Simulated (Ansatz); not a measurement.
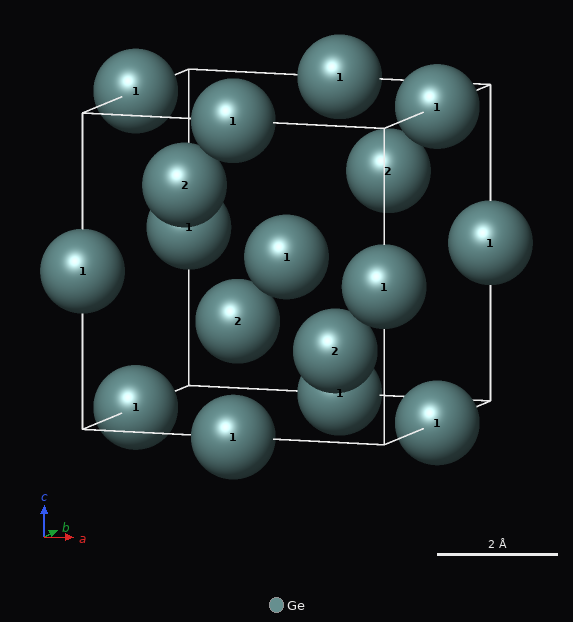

*The structure (spheres-only view of the cell 4 times as large as that of the calculation, set on its symmetry axes, seen slightly off an axis; atoms are numbered from 1 in the order of the input).*

Ge: single-point calculation

Ge (Fd-3m, 2 atoms in the cell), computed with DFT, PBEsol, plane waves, PAW, no spin polarisation (Ansatz 0.2.0).

The structure derives from an entry of the Crystallography Open Database. Some settings of this run were made unusual or wrong on purpose. Figures and captions count atoms from 1; the log counts them from 0 in places.

The input
```yaml
crystal:
  lattice:
    - [0.0, 2.676252587, 2.676252587]
    - [2.676252587, 0.0, 2.676252587]
    - [2.676252587, 2.676252587, 0.0]
  atoms:
    - { symbol: Ge, position: [0.5, 0.5, 0.5] }
    - { symbol: Ge, position: [0.75, 0.75, 0.75] }
basis:
  ecutwfc: 420
kpoints:
  mp_grid: { grid: [14, 14, 14] }
hamiltonian:
  xc: pbesol
scf:
  occupations: { method: fixed }
  max_iter: 60
output:
  forces: true
  eigenvalues: true
  stress: true
```

Command:
```bash
ansatz run input.yaml --threads 1 --pin off --max-ram 3072MiB --backend cpu --events-out ev --progress --plain --runs-dir out
```

The program's output
```
Engine: ansatz 0.2.0, x86_64-unknown-linux-gnu
Pseudopotentials: kind: paw
Pseudopotential: Ge, paw, valence charge 14, recommended cutoff 420 eV (normal), Ge.paw.azcp
Functional definition: PBEsol
  exchange = pbesol_x
  correlation = pbesol_c
Crystal: 2 atoms, lattice volume = 38.336 Å³
Basis set: ecut = 420 eV, 725 PW (Γ), exchange–correlation on 54×54×54 points (8 copies of the dense FFT grid, shifted against one another)
Bands: 18, of which v1, the nominal top of the filled ones, is band 14 counted from 1 (13 counted from 0)
Symmetry: 48 space group operations
Space group: Fd-3m (ITA 227), of the structure as read, at distance tolerance 3.4e-5 Å
k-points: 104 of 2744
Non-local potential: Ge, projectors of the file, l = 0: 2, l = 1: 2, l = 2: 3, l = 3: 1
PAW form: soft (Blöchl's): semilocal exchange-correlation on the pseudo side does not see the compensation charge
PAW frozen core: Ge, regenerated for the run's functional, and the local potential with it (the file was generated under x = pbe(κ = 0.804, μ = 0.2195149727645171), c = pbe(β = 0.06672455060314922))
PAW one-centre angular grid: Ge, 590 points (default); XC on 64 Gauss nodes
Initial density: superposition of atomic densities (neutral atoms: chi_scale 0, normalization atom), corrected by the library's trained network
Initial wavefunctions: pseudopotential atomic-orbital guess
Functional: x = pbesol(κ = 0.804, μ = 0.12345679012345678), c = pbesol(β = 0.046)
SCF iter   1: F=—  HF=-8506.644769 eV  |F-HF|=—  |Δ(HF+E_count)|=         —  Δρ=1.76e-3  dr2=3.74e-4  ethr=1.77e-3  ⟨swp⟩=5.0  Hψ=7680  notcnv=0  defer=195
preconditioner: auto → none  [insulator: Δε(μ)=0.210 eV  Ē_g=24.140 eV  n_scr=14 (ndim 8)  ℏωp=31.7 eV  f_vac=0.031  ε∞_Penn≈2.7]
SCF iter   2: F=—  HF=-8506.643523 eV  |F-HF|=—  |Δ(HF+E_count)|=   1.25e-3  Δρ=1.02e-3  dr2=1.13e-4  ethr=1.34e-6  ⟨swp⟩=2.0  Hψ=4377  notcnv=0  defer=199
SCF iter   3: F=—  HF=-8506.643573 eV  |F-HF|=—  |Δ(HF+E_count)|=   4.98e-5  Δρ=2.71e-4  dr2=1.72e-5  ethr=4.03e-7  ⟨swp⟩=2.0  Hψ=3525  notcnv=0  defer=161
SCF iter   4: F=—  HF=-8506.643551 eV  |F-HF|=—  |Δ(HF+E_count)|=   2.21e-5  Δρ=1.30e-4  dr2=2.99e-6  ethr=6.15e-8  ⟨swp⟩=2.0  Hψ=3328  notcnv=0  defer=30
SCF iter   5: F=—  HF=-8506.643549 eV  |F-HF|=—  |Δ(HF+E_count)|=   1.56e-6  Δρ=6.98e-5  dr2=7.82e-7  ethr=1.07e-8  ⟨swp⟩=2.2  Hψ=2878  notcnv=0  defer=28
SCF iter   6: F=—  HF=-8506.643549 eV  |F-HF|=—  |Δ(HF+E_count)|=   5.54e-7  Δρ=2.32e-5  dr2=8.68e-8  ethr=3.57e-10  ⟨swp⟩=5.1  Hψ=9110  notcnv=0
SCF iter   7: F=-8506.643549 eV  HF=-8506.643549 eV  |F-HF|=8.17e-9  |Δ(HF+E_count)|=   6.80e-8  Δρ=5.07e-6  dr2=4.26e-9  ethr=3.10e-10  ⟨swp⟩=4.1  Hψ=5618  notcnv=0
SCF 1 converged in 7 iterations: F = -8506.643549 eV  dr2 = 4.26e-9
  greatest PAW one-centre occupation: 0.998 electrons in one spin orbital (limit 2), on the Ge atom at site 1 (counted from 0), in its partial waves of l = 2
SCF converged after 7 iterations
Free energy (F): -8506.643549 eV
Harris-Foulkes:  -8506.643549 eV  (|F-HF|=8.17e-9)
Internal energy: -8506.643549 eV  (E = F + TS)
E sigma→0 (E₀):  -8506.643549 eV
Fermi energy:    10.854197 eV
--- Per-component energies (eV) ---
  E_band       = -245.225336
  E_kinetic    = 228.675536
  E_local      = -4700.166790  (includes V_loc(G=0)·N_el)
  E_nonlocal   = 842.949095
  E_hartree    = 2072.716789
  E_xc         = -152.732630
  E_vxc        = -133.126580  (∫ρ·V_xc dr)
  E_paw        = -3959.509137  (= ΣΔE_a)
  E_vpaw       = -628.996421  (= ΣTr[D̂ρ^β])
  E_aug_tail   = 0.000568  (compensation charges beyond the density's cutoff)
  E_ewald      = -2840.412853
  E_core_change = 1.835872  (= ΣΔE_core)
  E_smearing   = -0.000000  (= −TS)
  E_closure    = -0.000000  (closes the sum)
  Σ components = -8506.643549   (vs F -8506.643549, Δ=0.00e0)
--- Forces (eV/Å), atoms counted from 1 ---
  atom   1  Ge    -0.00000000     0.00000000    -0.00000000
  atom   2  Ge    -0.00000000     0.00000000    -0.00000000
  max |Σ_I F_I| component: 2.66e-17 eV/Å
--- Stress (GPa, compression-positive) ---
       18.004206      -0.000000      -0.000000
       -0.000000      18.004206      -0.000000
        0.000000       0.000000      18.004206
  P = ⅓ Tr σ = 18.0042 GPa (180.042 kbar)
--- Band table (eV; the first three rows and the last of 104) ---
  k-point 0: bands = ["-14.2882", "-14.2882", "-14.2882", "-14.2371", "-14.2371", "-13.9162", "-13.9162", "-13.9162", "-13.8817", "-13.8817", "-3.3411", "10.8542", "10.8542", "10.8542", "12.4347", "13.4223", "13.4223", "13.4223"]
  k-point 1: bands = ["-14.2936", "-14.2936", "-14.2870", "-14.2298", "-14.2298", "-13.9219", "-13.9219", "-13.9178", "-13.8770", "-13.8770", "-3.2680", "9.7827", "10.6914", "10.6914", "12.7668", "13.6328", "13.6328", "13.9639"]
  k-point 2: bands = ["-14.3038", "-14.3038", "-14.2836", "-14.2145", "-14.2145", "-13.9331", "-13.9331", "-13.9222", "-13.8682", "-13.8682", "-3.0503", "8.1574", "10.3331", "10.3331", "12.5483", "14.0944", "14.0944", "15.3383"]
  k-point 103: bands = ["-14.3594", "-14.3594", "-14.1533", "-14.1533", "-14.0676", "-14.0676", "-14.0160", "-14.0160", "-13.8081", "-13.8081", "1.3886", "1.3886", "6.0822", "6.0822", "14.7261", "14.7261", "16.6913", "16.6913"]
```

Outcome

| quantity | value |
| --- | --- |
| outcome | converged |
| space group (tolerance 0.01 Å) | Fd-3m (227) |
| electrons treated | 28 |
| free energy | −8506.6435 eV |
| Fermi energy | 10.854 eV |
| gap on the k-point mesh | 0.21 eV |
| pressure | 18.00 GPa |
| largest force (length of the vector) | under 0.001 eV/Å |
| hardware | 1 thread of Intel Xeon (Granite Rapids), 32 GiB of memory available, shared host |
| wall time | 2.2 s |
| peak memory | 0.38 GiB |

A setting was made wrong on purpose: fixed occupations whatever the gap (`scf.occupations`). Fixed occupations are valid only where a gap stays open. The program still converged, but the numbers can't be taken as results for the intended system. Results for this metal are sensitive to the k-point mesh.
